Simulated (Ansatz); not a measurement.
## Quasiparticle gap of Ba2ClF3 (P-3m1)

Wanted: the gap of Ba2ClF3 (P-3m1) with a many-body correction, and the time that it takes.

Method: LDA, then G0W0 on it, plane waves, PAW, in Ansatz 0.2.0.

## 1. Set-up

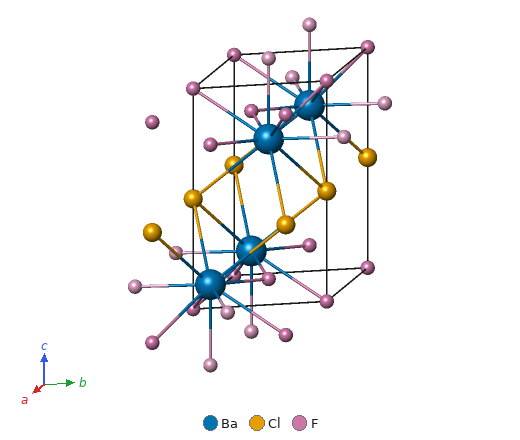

The cell as given, slightly off an axis (barium blue, chlorine orange, fluorine pink). 2×1×1 cells are drawn. Bonds to atoms that aren't drawn are left out. Some periodic images of atoms are drawn too.

The cell and positions are those that the Materials Project relaxed with its own functionals (PBE, PBE+U or r2SCAN), kept fixed. At the settings of the band run the largest force is still 0.35 eV/Å. Spin-orbit coupling is left out unless a step names it. The default PAW set here is soft_2. Its files were made with PBE.

## 2. The LDA band structure

Levels along a band path and on the mesh show where this functional puts the band edges.

This step: DFT, LDA, plane waves, PAW.

Contents of input.yaml:

```yaml
crystal:
  lattice:
    - [4.4976579259, 0.0, 0.0]
    - [-2.248828963, 3.8950860214, 0.0]
    - [0.0, 0.0, 7.500756]
  atoms:
    - { symbol: Ba, position: [0.66666667, 0.33333333, 0.201239] }
    - { symbol: Ba, position: [0.33333333, 0.66666667, 0.798761] }
    - { symbol: Cl, position: [0.0, 0.0, 0.5] }
    - { symbol: F, position: [0.0, 0.0, 0.0] }
    - { symbol: F, position: [0.66666667, 0.33333333, 0.835733] }
    - { symbol: F, position: [0.33333333, 0.66666667, 0.164267] }
kpoints:
  mp_grid: { grid: [6, 6, 4] }
  band_path:
    path:
      - [[0.0, 0.0, 0.0], [0.5, 0.0, 0.0], [0.33333333, 0.33333333, 0.0], [0.0, 0.0, 0.0], [0.0, 0.0, 0.5], [0.5, 0.0, 0.5], [0.33333333, 0.33333333, 0.5], [0.0, 0.0, 0.5]]
      - [[0.5, 0.0, 0.5], [0.5, 0.0, 0.0]]
      - [[0.33333333, 0.33333333, 0.5], [0.33333333, 0.33333333, 0.0]]
    npoints: 10
hamiltonian:
  xc: lda
scf:
  occupations: { method: fermi_dirac, width: 0.02 }
  n_extra_bands: 6
output:
  eigenvalues: true
  forces: true
  stress: true
  write_density: true
  write_potential: true
  elf: true
  volumetric_format: npy
```

Started as:

```
ansatz run input.yaml --threads 8 --pin off --max-ram 18432MiB --backend cpu --events-out ev --progress --plain --runs-dir out
```

Numbers of over 12 decimals in the logs are rounded to 6 here.

Output:

```text
scf.n_extra_bands = 6 over 24 filled bands (N_el = 48.0): the run solves 30 bands
Engine: ansatz 0.2.0, aarch64-unknown-linux-gnu
Pseudopotentials: kind: paw
Pseudopotential: Ba, paw, valence charge 10, recommended cutoff 420 eV (normal), Ba.paw.azcp
Pseudopotential: Cl, paw, valence charge 7, recommended cutoff 420 eV (normal), Cl.paw.azcp
Pseudopotential: F, paw, valence charge 7, recommended cutoff 420 eV (normal), F.paw.azcp
Functional definition: SPW92
  exchange = slater_x
  correlation = pw_c
Crystal: 6 atoms, lattice volume = 131.404 Å³
Basis set: ecut = 420 eV, 2575 PW (Γ)
Bands: 30, of which v1, the nominal top of the filled ones, is band 24 counted from 1 (23 counted from 0)
Symmetry: 12 space group operations
Space group: P-3m1 (ITA 164), of the structure as read, at distance tolerance 5.1e-5 Å
k-points: 24 of 144
Non-local potential: Ba, projectors of the file, l = 0: 3, l = 1: 2, l = 2: 2, l = 3: 2
Non-local potential: Cl, projectors of the file, l = 0: 2, l = 1: 2, l = 2: 2
Non-local potential: F, projectors of the file, l = 0: 2, l = 1: 2, l = 2: 1
PAW form: soft (Blöchl's): semilocal exchange-correlation on the pseudo side does not see the compensation charge
PAW frozen core: Ba, regenerated for the run's functional, and the local potential with it (the file was generated under x = pbe(κ = 0.804, μ = 0.219515), c = pbe(β = 0.066725))
PAW frozen core: Cl, regenerated for the run's functional, and the local potential with it (the file was generated under x = pbe(κ = 0.804, μ = 0.219515), c = pbe(β = 0.066725))
PAW frozen core: F, regenerated for the run's functional, and the local potential with it (the file was generated under x = pbe(κ = 0.804, μ = 0.219515), c = pbe(β = 0.066725))
PAW one-centre angular grid: Ba, 194 points (default); XC on 64 Gauss nodes
PAW one-centre angular grid: Cl, 110 points (default); XC on 64 Gauss nodes
PAW one-centre angular grid: F, 110 points (default); XC on 64 Gauss nodes
Initial density: superposition of atomic densities (neutral atoms: chi_scale 0, normalization atom), corrected by the library's trained network
Initial wavefunctions: pseudopotential atomic-orbital guess
Functional: x = slater, c = lda
SCF iter   1: F=—  HF=-14997.468410 eV  |F-HF|=—  |Δ(HF+E_count)|=         —  Δρ=1.34e-2  dr2=1.81e-1  ethr=1.77e-3  ⟨swp⟩=8.6  Hψ=4052  notcnv=0
preconditioner: auto → Resta (q_TF=auto, 2.307 Å⁻¹)  ε∞=3.5  [insulator: Δε(μ)=5.241 eV  Ē_g=13.705 eV  σ=0.020 eV  W_gap=1.00  n_scr=22 (ndim 8)  ℏωp=21.5 eV  f_vac=0.049  D(μ)=0.00/eV (n_scr^D=0)  ε∞_Penn≈3.5]
SCF iter   2: F=—  HF=-14997.418896 eV  |F-HF|=—  |Δ(HF+E_count)|=   4.95e-2  Δρ=4.46e-3  dr2=1.25e-2  ethr=3.77e-4  ⟨swp⟩=2.7  Hψ=1582  notcnv=0  defer=32
SCF iter   3: F=—  HF=-14997.415920 eV  |F-HF|=—  |Δ(HF+E_count)|=   2.98e-3  Δρ=1.71e-3  dr2=3.11e-3  ethr=2.61e-5  ⟨swp⟩=2.1  Hψ=1283  notcnv=0  defer=32
SCF iter   4: F=—  HF=-14997.415240 eV  |F-HF|=—  |Δ(HF+E_count)|=   6.80e-4  Δρ=5.80e-4  dr2=4.23e-4  ethr=6.48e-6  ⟨swp⟩=2.2  Hψ=1002  notcnv=0  defer=32
SCF iter   5: F=—  HF=-14997.415153 eV  |F-HF|=—  |Δ(HF+E_count)|=   8.70e-5  Δρ=2.30e-4  dr2=4.97e-5  ethr=8.81e-7  ⟨swp⟩=2.1  Hψ=1072  notcnv=0  defer=32
SCF iter   6: F=—  HF=-14997.415143 eV  |F-HF|=—  |Δ(HF+E_count)|=   9.73e-6  Δρ=4.96e-5  dr2=3.36e-6  ethr=1.04e-7  ⟨swp⟩=2.0  Hψ=1192  notcnv=0  defer=32
SCF iter   7: F=—  HF=-14997.415143 eV  |F-HF|=—  |Δ(HF+E_count)|=   4.80e-7  Δρ=1.33e-5  dr2=1.80e-7  ethr=6.99e-9  ⟨swp⟩=2.4  Hψ=1151  notcnv=0  defer=32
SCF iter   8: F=-14997.415143 eV  HF=-14997.415143 eV  |F-HF|=3.29e-9  |Δ(HF+E_count)|=   1.14e-8  Δρ=2.17e-6  dr2=6.75e-9  ethr=2.08e-10  ⟨swp⟩=14.0  Hψ=5879  notcnv=0
SCF 1 converged in 8 iterations: F = -14997.415143 eV  dr2 = 6.75e-9
  greatest PAW one-centre occupation: 0.955 electrons in one spin orbital (limit 2), on the Ba atom at site 1 (counted from 0), in its partial waves of l = 0
NSCF: frozen V_eff on 93 k-points
SCF converged after 8 iterations
Free energy (F): -14997.415143 eV
Harris-Foulkes:  -14997.415143 eV  (|F-HF|=3.29e-9)
Internal energy: -14997.415143 eV  (E = F + TS)
E sigma→0 (E₀):  -14997.415143 eV
Fermi energy:    6.278865 eV
--- Per-component energies (eV) ---
  E_band       = -200.911150
  E_kinetic    = 1111.513673
  E_local      = -3046.023514  (includes V_loc(G=0)·N_el)
  E_nonlocal   = 376.409442
  E_hartree    = 1165.195809
  E_xc         = -674.992086
  E_vxc        = -697.734824  (∫ρ·V_xc dr)
  E_paw        = -11302.136047  (= ΣΔE_a)
  E_vpaw       = -275.469360  (= ΣTr[D̂ρ^β])
  E_aug_tail   = 0.006161  (compensation charges beyond the density's cutoff)
  E_ewald      = -2628.483858
  E_core_change = 1.095278  (= ΣΔE_core)
  E_smearing   = -0.000000  (= −TS)
  E_closure    = 0.000000  (closes the sum)
  Σ components = -14997.415143   (vs F -14997.415143, Δ=0.00e0)
--- Forces (eV/Å), atoms counted from 1 ---
  atom   1  Ba    -0.00000000    -0.00000000    -0.35024398
  atom   2  Ba     0.00000000     0.00000000     0.35024398
  atom   3  Cl     0.00000000    -0.00000000     0.00000000
  atom   4  F      0.00000000     0.00000000     0.00000000
  atom   5  F      0.00000000    -0.00000000     0.13437898
  atom   6  F     -0.00000000     0.00000000    -0.13437898
  max |Σ_I F_I| component: 4.63e-18 eV/Å
--- Stress (GPa, compression-positive) ---
       -6.559534       0.000000      -0.000000
        0.000000      -6.559534      -0.000000
       -0.000000      -0.000000      -5.304815
  P = ⅓ Tr σ = -6.1413 GPa (-61.413 kbar)
--- Band table (eV; the first three rows and the last of 24) ---
  k-point 0: bands = [... 20 lower, 3.1357, 3.5382, 3.5382, 3.5640, 8.9764, 10.4580, 10.6377, 10.6377, ... 2 higher]
  k-point 1: bands = [... 20 lower, 3.1957, 3.3616, 3.5024, 3.5024, 9.3023, 10.6463, 10.8643, 10.8643, ... 2 higher]
  k-point 2: bands = [... 20 lower, 3.2756, 3.2756, 3.4460, 3.4460, 9.7139, 11.0327, 11.3656, 11.4280, ... 2 higher]
  k-point 23: bands = [... 20 lower, 3.1493, 3.1493, 3.2205, 3.2205, 10.8190, 11.2369, 11.2639, 11.2639, ... 2 higher]
```

The job ended after 8.1 s (8 threads of Arm Neoverse N1, shared host; peak memory 0.56 GiB).

Numbers from this step:

```yaml
pressure: -6.141 GPa
filled_bands: 24
gap: 5.412 eV
valence_top_at: Γ
conduction_bottom_at: Γ
least_direct_gap: 5.412 eV
```

Over mesh and path the gap is 5.412 eV, direct, at k = Γ. The pressure in this cell is -6 GPa; the cell is kept.

The electronic bands at the labelled points (eV, zero at the top of the highest nominally filled band):

```tsv
point	band 21	band 22	band 23	band 24	band 25	band 26	band 27	band 28
Γ	-0.43	-0.03	-0.03	0.00	5.41	6.89	7.07	7.07
M	-0.56	-0.34	-0.31	-0.22	6.37	6.93	7.89	7.92
K	-0.57	-0.35	-0.35	-0.27	6.59	7.15	7.47	7.47
Γ	-0.43	-0.03	-0.03	0.00	5.41	6.89	7.07	7.07
A	-0.29	-0.29	-0.12	-0.12	6.15	7.47	7.80	7.86
L	-0.48	-0.47	-0.38	-0.35	6.81	7.40	7.45	7.52
H	-0.41	-0.41	-0.34	-0.34	7.25	7.67	7.70	7.70
A	-0.29	-0.29	-0.12	-0.12	6.15	7.47	7.80	7.86
jump to L	-0.48	-0.47	-0.38	-0.35	6.81	7.40	7.45	7.52
M	-0.56	-0.34	-0.31	-0.22	6.37	6.93	7.89	7.92
jump to H	-0.41	-0.41	-0.34	-0.34	7.25	7.67	7.70	7.70
K	-0.57	-0.35	-0.35	-0.27	6.59	7.15	7.47	7.47
```

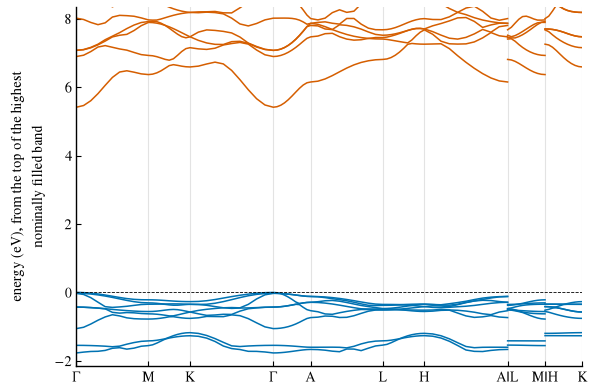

Electronic bands along the path; lines of filled and empty bands in two colours.

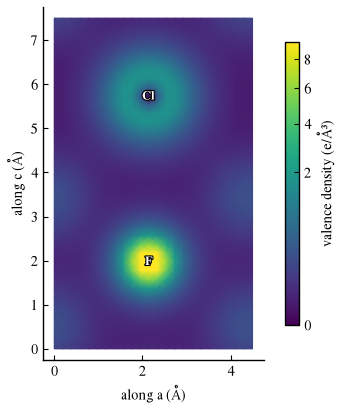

Valence density in the ac plane at fractional y = 0.000, with atoms of Cl and F within 0.2 Å of it. It is the smooth field of the valence electrons, not physical close to the nuclei. The map starts off the cell's origin, so that atoms lie inside it. The colour scale is stretched toward low values.

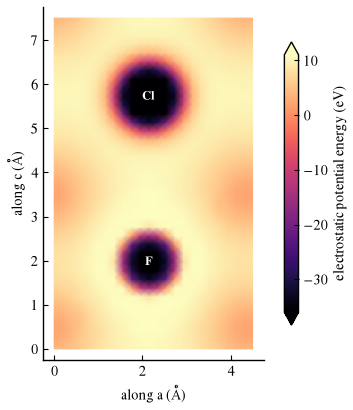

Electrostatic potential energy in the ac plane at fractional y = 0.000, with atoms of Cl and F within 0.2 Å of it. With pseudopotentials it is smooth inside the atoms' cores, unlike the true potential. The map starts off the cell's origin, so that atoms lie inside it.

## 3. G0W0 on the 6×6×2 mesh

G0W0 replaces the xc potential by a self-energy built once from the orbitals of the start. Levels are corrected in the window of bands that the input names, at points of the mesh.

This step: G0W0 on LDA, plane waves, PAW.

input.yaml, the sections that differ from step 2:

```yaml
kpoints:
  mp_grid: { grid: [6, 6, 2] }
scf:
  occupations: { method: fixed }
gw:
  n_empty_bands: 344
  ecut_chi: 110.0
  qp_bands: [v2, c2]
  qp_kpoints: band_edges
  screening: { model: contour_deformation }
# crystal, hamiltonian: as in step 2
# output: removed
```

Output:

```text
[...]
Crystal: 6 atoms, lattice volume = 131.404 Å³
Basis set: ecut = 420 eV, 2575 PW (Γ)
Bands: 30, of which v1, the nominal top of the filled ones, is band 24 counted from 1 (23 counted from 0)
Symmetry: 12 space group operations
[...]
k-points: 14 of 72
[...]
SCF iter   1: F=—  HF=-14997.468093 eV  |F-HF|=—  |Δ(HF+E_count)|=         —  Δρ=1.35e-2  dr2=1.85e-1  ethr=1.77e-3  ⟨swp⟩=4.9  Hψ=1799  notcnv=0  defer=40
[...]
SCF iter   8: F=-14997.414810 eV  HF=-14997.414810 eV  |F-HF|=2.72e-9  |Δ(HF+E_count)|=   5.07e-9  Δρ=2.04e-6  dr2=6.07e-9  ethr=2.08e-10  ⟨swp⟩=10.6  Hψ=2189  notcnv=0
SCF 1 converged in 8 iterations: F = -14997.414810 eV  dr2 = 6.07e-9
[...]
NSCF: frozen V_eff on 14 k-points
G₀W₀ screening: q 1/14
[... further progress lines ...]
SCF converged after 8 iterations
Free energy (F): -14997.414810 eV
[...]
Internal energy: -14997.414810 eV  (E = F + TS)
E sigma→0 (E₀):  -14997.414810 eV
Fermi energy:    3.564318 eV
[...]
--- Band table (eV; the first three rows and the last of 14) ---
  k-point 0: bands = [... 20 lower, 3.1359, 3.5385, 3.5385, 3.5643, 8.9765, 10.4580, 10.6377, 10.6377, ... 2 higher]
  k-point 1: bands = [... 20 lower, 3.2758, 3.2758, 3.4463, 3.4463, 9.7140, 11.0328, 11.3656, 11.4280, ... 2 higher]
  k-point 2: bands = [... 20 lower, 3.1019, 3.2308, 3.4817, 3.5100, 9.4524, 10.7647, 10.8340, 10.8586, ... 2 higher]
  k-point 13: bands = [... 20 lower, 3.1495, 3.1495, 3.2207, 3.2207, 10.8190, 11.2370, 11.2640, 11.2640, ... 2 higher]
--- G₀W₀: contour deformation, 5 samples at zero and on the imaginary axis and 1 off it, 72 q-points, 344 empty bands' worth ---
  eigenvalues of the whole cell's RPA ε∞ on this k-mesh (on a slab, of 1 + 4πα/V) = 2.6231, 2.6787, 2.6787; static W/v taken at q = 0 is 0.377559
  bands read: the sum over 368 bands ends inside a degenerate multiplet in 4 slots, whose members it reads at an even weight; the widest, k=0: bands 368 to 369 (counted from 1) at 1/2 each
  gw.qp_kpoints: band_edges: 14 of 14 stored k-points solved, in 1 pass; an edge of the gap read off the rows below is read off those points alone
    ik  band        ε_KS         Σx   Σc(E_QP)       V_xc       Z   E_QP_lin       E_QP  E_QP is
     0    23      3.5385   -24.6950     3.8441   -19.3456  0.7814     2.0053     2.0333  root
     0    24      3.5643   -25.0355     3.9949   -19.5320  0.7788     2.0271     2.0557  root
     0    25      8.9765    -5.0108    -3.4362    -9.6362  0.8607    10.1757    10.1656  root
     0    26     10.4580    -5.9812    -3.7350   -11.2153  0.8555    11.9742    11.9572  root
     1    23      3.4463   -21.0950     2.8424   -16.7111  0.7903     1.8763     1.9049  root
     1    24      3.4463   -21.0950     2.8424   -16.7111  0.7903     1.8763     1.9049  root
     1    25      9.7140    -5.2274    -3.3587    -9.7724  0.8548    10.9113    10.9003  root
     1    26     11.0328    -7.9075    -3.6360   -13.1426  0.8450    12.6521    12.6318  root
     2    23      3.4817   -24.5739     3.8485   -19.2116  0.7811     1.9393     1.9678  root
     2    24      3.5100   -24.8346     3.9716   -19.3476  0.7787     1.9655     1.9946  root
     2    25      9.4524    -5.3656    -3.4491   -10.0321  0.8562    10.6808    10.6698  root
     2    26     10.7647    -6.4352    -3.7315   -11.7055  0.8514    12.3223    12.3035  root
     3    23      3.3709   -24.9544     4.0344   -19.3962  0.7790     1.8175     1.8472  root
     3    24      3.4055   -21.8941     3.1069   -17.2458  0.7878     1.8351     1.8641  root
     3    25      9.9365    -5.7465    -3.4285   -10.4419  0.8514    11.2161    11.2033  root
     3    26     11.1009    -6.7272    -3.8113   -12.1339  0.8481    12.7175    12.6962  root
     4    23      3.3455   -23.5321     3.6441   -18.3485  0.7820     1.7759     1.8060  root
     4    24      3.3944   -24.8158     4.0618   -19.2220  0.7768     1.8316     1.8623  root
     4    25     10.0419    -5.5144    -3.4990   -10.3344  0.8531    11.3765    11.3628  root
     4    26     10.6587    -6.7301    -3.7488   -11.9895  0.8494    12.1876    12.1692  root
     5    23      3.2459   -24.4181     3.9532   -18.9299  0.7791     1.6804     1.7110  root
     5    24      3.2978   -21.9168     3.1853   -17.1781  0.7867     1.7143     1.7444  root
     5    25     10.2643    -6.2305    -3.4950   -11.1086  0.8488    11.6628    11.6473  root
     5    26     10.9398    -7.5326    -3.7034   -12.8260  0.8429    12.5514    12.5298  root
     6    23      3.2587   -22.0368     3.2734   -17.2028  0.7849     1.6669     1.6981  root
     6    24      3.3485   -25.4647     4.3021   -19.6235  0.7739     1.7776     1.8094  root
     6    25      9.9306    -5.6572    -3.4967   -10.5160  0.8549    11.3067    11.2926  root
     6    26     10.4897    -6.5735    -3.8079   -11.9132  0.8497    12.0402    12.0215  root
     7    23      3.1865   -30.6038     5.9105   -23.1699  0.7584     1.6293     1.6631  root
     7    24      3.2135   -20.0678     2.6998   -15.7930  0.7910     1.6075     1.6384  root
     7    25     10.3732    -6.2341    -3.4258   -11.0483  0.8487    11.7771    11.7615  root
     7    26     10.9688    -7.0121    -3.8451   -12.5029  0.8459    12.6371    12.6145  root
     8    23      3.3535   -24.7002     4.0038   -19.1662  0.7784     1.7929     1.8232  root
     8    24      3.4425   -24.8000     3.9946   -19.2814  0.7785     1.8887     1.9185  root
     8    25     10.0517    -5.6555    -3.5447   -10.4973  0.8516    11.3624    11.3488  root
     8    26     10.8375    -5.9469    -3.6767   -11.0740  0.8495    12.3057    12.2880  root
     9    23      3.2728   -24.2752     3.8845   -18.8593  0.7800     1.7113     1.7414  root
     9    24      3.3065   -21.0406     2.9080   -16.5776  0.7896     1.7219     1.7516  root
     9    25     10.2884    -6.4302    -3.5381   -11.3520  0.8471    11.6879    11.6721  root
     9    26     10.8277    -6.7039    -3.8615   -12.1724  0.8493    12.4558    12.4348  root
[...]
11    23      3.1837   -28.7831     5.3523   -21.9033  0.7640     1.6231     1.6561  root
    11    24      3.2268   -22.4024     3.3652   -17.4792  0.7848     1.6379     1.6689  root
    11    25     10.6432    -6.6093    -3.5657   -11.6253  0.8456    12.1114    12.0936  root
    11    26     10.8765    -7.3812    -3.8511   -12.8695  0.8455    12.5362    12.5137  root
    12    23      3.2171   -30.6559     5.9107   -23.2250  0.7585     1.6633     1.6969  root
    12    24      3.2955   -24.8955     4.1652   -19.1854  0.7752     1.7187     1.7507  root
    12    25     10.1530    -6.2969    -3.8178   -11.6363  0.8515    11.6928    11.6746  root
    12    26     10.7165    -6.4170    -3.8381   -11.8024  0.8527    12.2827    12.2638  root
    13    23      3.2207   -30.5108     5.8524   -23.1413  0.7593     1.6704     1.7036  root
    13    24      3.2207   -30.5108     5.8524   -23.1413  0.7593     1.6704     1.7036  root
    13    25     10.8190    -7.1400    -3.9238   -12.7128  0.8485    12.4904    12.4680  root
    13    26     11.2370    -6.8080    -3.8656   -12.2354  0.8454    12.8197    12.7988  root
```

The job ended after 6.6 min (8 threads; peak memory 2.2 GiB; 23 min of CPU time).

Numbers from this step:

```
bands summed                                    : 368
RPA ε∞ on this mesh (eigenvalues)               : 2.623, 2.679, 2.679
plane waves in the screening matrix             : 337
q-points in the mesh                            : 72
G0W0 gap over the corrected points              : 8.110 eV
k of the valence top                            : 0, 0, 0
k of the conduction bottom                      : 0, 0, 0
starting gap on the mesh                        : 5.412 eV
Z at the valence top                            : 0.7788
Z at the conduction bottom                      : 0.8607
least direct G0W0 gap over the corrected points : 8.110 eV
```

Over all 14 irreducible mesh points the G0W0 gap is 8.110 eV, direct, at k = Γ. The LDA gap of this run on the mesh is 5.412 eV. The two states that bound the G0W0 gap lie that far apart at the start, so the correction of the gap is 8.110 − 5.412 = +2.698 eV. The start of this run differs from the step before in mesh (6×6×4 and 6×6×2).

Labels follow the order of the start: v1 is the top filled band, c1 the lowest empty one; levels that stay degenerate share a row, the window can cut a multiplet, doubted levels are not marked in this list, bands outside the window were not corrected, and the list may be a part of the corrected levels. The levels before and after the correction (eV, zero at the valence-band top of each column):

```tsv
	conduction bottom	valence top
Kohn-Sham	5.41	0.00
G0W0	8.11	0.00
```

```tsv
	level	occupation	energy (eV)
Kohn-Sham	Γ v2	2	-0.026
Kohn-Sham	Γ v1	2	0.000
Kohn-Sham	Γ c1	0	5.412
Kohn-Sham	Γ c2	0	6.894
G0W0	Γ v2	2	-0.022
G0W0	Γ v1	2	0.000
G0W0	Γ c1	0	8.110
G0W0	Γ c2	0	9.901
```

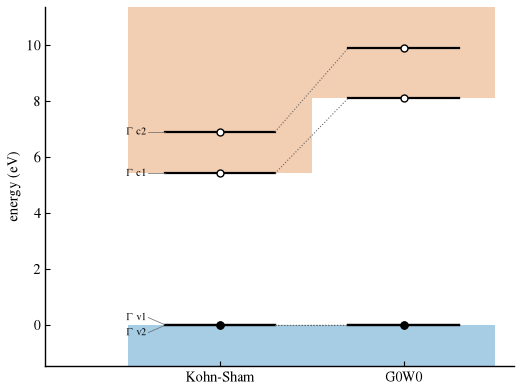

Levels before and after the correction. Shaded: valence and conduction bands. Filled marks are occupied levels, open marks empty ones.

The parts of the quasiparticle energy for the two states that bound the G0W0 gap, in eV on the run's own scale (QP = start + Σx + Σc − Vxc, with Σc at the quasiparticle energy):

```tsv
edge	k	band	start	Σx	Σc	Vxc	Z	QP
valence top	Γ	24	3.564	−25.035	3.995	−19.532	0.779	2.056
conduction bottom	Γ	25	8.976	−5.011	−3.436	−9.636	0.861	10.166
```

(Part 1 of 2 ends here.)

[Paths, hosts, dates, memory and timing lines, banners, echoed tables and standing remarks are left out of the program output.]

[Logs are printed without paths, hosts, clocks, repeated set-up lines and the standing remarks that a program may print on its own settings, such as how far it seeks lower states.]

[Runs of the session that timed out or met a known fault of the program may be left out.]

[Cells called generated may have been cut or substituted from an entry of the Crystallography Open Database or the Materials Project.]

[Hosts, paths, dates, database ids (printed as entryN), source tags and the programs' standing remarks are cut or masked in the printed files.]

[Where an RPA ε∞ is given, it is that of the G0W0 mesh and is not shown converged in it. Names of k-points follow the symmetry that the program found, which can be lower than the space group named. Band edges on a path are those of the sampled points; other points can move an edge, and change direct to indirect where valleys lie close.]

[Hybrid gaps are those of their k-mesh and are not shown converged in it.]
